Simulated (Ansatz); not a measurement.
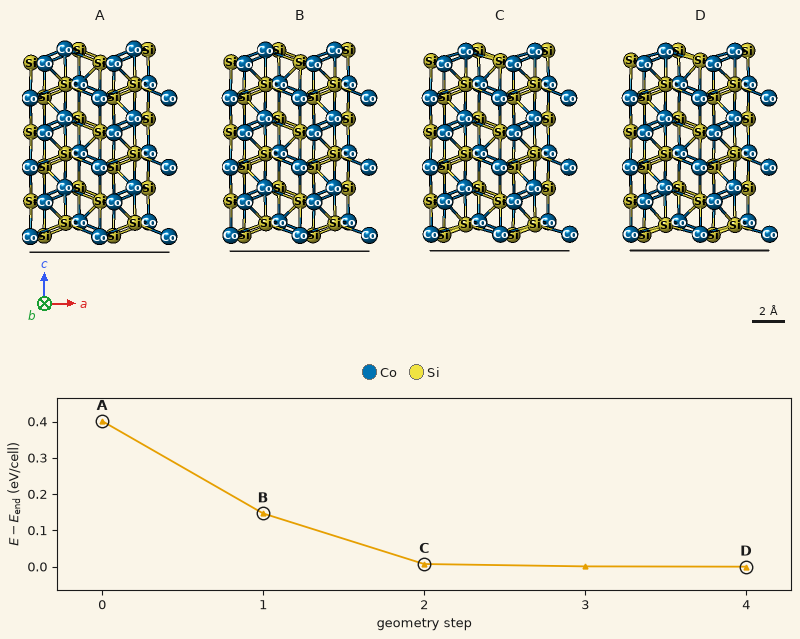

Frames of a relaxation of a slab of composition CoSi (cut from the P2_13 phase), marked on the history of the run. The picture is a ball-and-stick view of the 2 × 1 repeat of the cell, outlined in the plane, without the vacuum (origin shifted), seen along the b axis.

Case: (1 0 0) slab, atoms relaxed. The slab is the (1 0 0) face of CoSi.

These are results of DFT PBE, scalar-relativistic, plane waves, PAW in Ansatz, not measurements. Settings: plane-wave cutoff 420 eV; k-point mesh 8 × 8 × 1; occupations gaussian; smearing width 0.1 eV; no spin polarisation; dipole correction; atoms relaxed in a fixed cell; force threshold 0.02 eV/Å; at most 60 steps.

Describe the path.

Answer. The largest moves relative to the layer's centre, 0.16 Å, are those of Co atoms. By element the largest moves are Co 0.16 Å, Si 0.14 Å. The cell stays as it was. Near-neighbour distances that change, for instance: Co–Si 2.432 → 2.565 Å, Co–Si 2.432 → 2.299 Å, Co–Si 2.316 → 2.412 Å, Co–Si 2.432 → 2.341 Å. Bond angles that change, for instance: Si–Co–Si 136.7° → 149.9°, Co–Si–Co 136.7° → 149.9°, Si–Co–Si 68.6° → 75.6°. Over 4 geometry steps the energy falls by 0.401 eV per cell of the calculation. Largest force component: 1.1 eV/Å at the start, 0.0097 eV/Å at the end. From step 0 to 1: Co atoms move most (0.09 Å), energy −0.255 eV per cell of the calculation. From step 1 to 2: Co atoms move most (0.08 Å), energy −0.139 eV per cell of the calculation. From step 2 to 4: Si atoms move most (0.03 Å), energy −7.3 meV per cell of the calculation.

```tsv
step	E − E(0), meV/atom	largest force component, eV/Å
0	0.00	1.1232
1	-10.61	0.6570
2	-16.41	0.1338
3	-16.69	0.0357
4	-16.72	0.0097
```
